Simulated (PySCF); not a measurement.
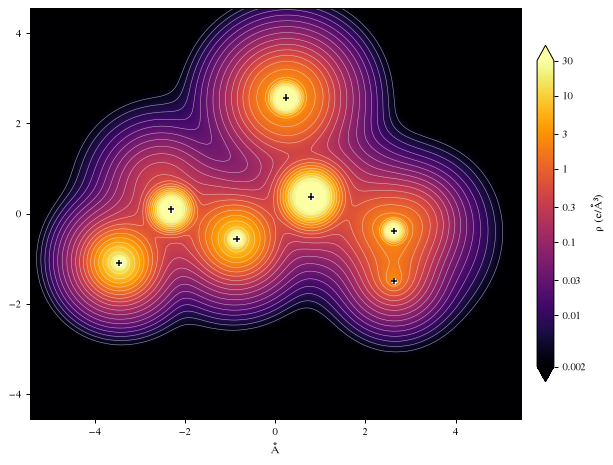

The electron density on a plane through atoms (crosses mark nuclei in the plane).

These are results of PySCF, PBE0-D3(BJ)/def2-SVPD, SCF density, gas phase, not measurements.

Candidates:
A. BH3O3···CH4N2O (SMILES OB(O)O.NC(N)=O)
B. CH5ClFOSiZn (charge −1)

> Which candidate gave the map?

Candidate B: CH5ClFOSiZn on the plane of atoms Zn4, C5 and H10, which holds Si, F, O, Zn, C, H and Cl. Si–O (1.60 Å): ρ is about 1.2 e/Å³ halfway. Si–F (1.65 Å): the density is about 0.94 e/Å³ at the midpoint.
